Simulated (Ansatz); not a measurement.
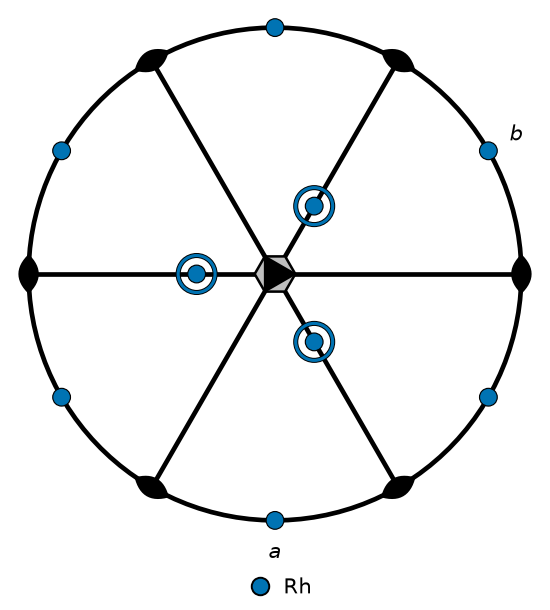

For Rh, the end point of a relaxation with Ansatz 0.2.0, DFT, LDA (PW92), plane waves (420 eV) with PAW, scalar-relativistic; the starting structure was generated, so it need not be a known form of this composition: directions from one rhodium atom at (1/3, 2/3, 1/4) to its bonded neighbours, in stereographic projection down c (filled: above the plane of the page or in it, open: below). All values are computed from the atomic coordinates in the standard setting (tolerance 0.002 Å).

Neighbours are counted up to 2.97 Å for Rh. The symmetry elements of the site are drawn in: heavy lines are mirror planes (a heavy rim: a mirror in the plane of the page); lens, triangle, square and hexagon are 2-, 3-, 4- and 6-fold axes, a lens in an open square is −4, a triangle in an open hexagon −6; thin dashed diameters join the ends of axes that lie in the page; a small open circle marks inversion.

```yaml
crystal:
  lattice:
    - [2.65788, 0.00000, 0.00000]
    - [-1.32894, 2.30179, 0.00000]
    - [0.00000, 0.00000, 8.67104]
  atoms:
    - { symbol: Rh, position: [0.00000, 0.00000, 0.00000] }
    - { symbol: Rh, position: [0.00000, 0.00000, 0.50000] }
    - { symbol: Rh, position: [0.33333, 0.66667, 0.25000] }
    - { symbol: Rh, position: [0.66667, 0.33333, 0.75000] }
```

### How many neighbours are there, and at what angles?

12: 12 Rh at 2.66 Å. Angles between bonds: 60° (24×), 90° (12×), 109° (3×), 120° (18×), 146° (6×), 180° (3×).

### What is the site's symmetry in the crystal?

Point group -6m2 (D3h), order 12: one −6 axis, three twofold axes, four mirror planes. In No. 194, P6_3/mmc this is Wyckoff position 2c.
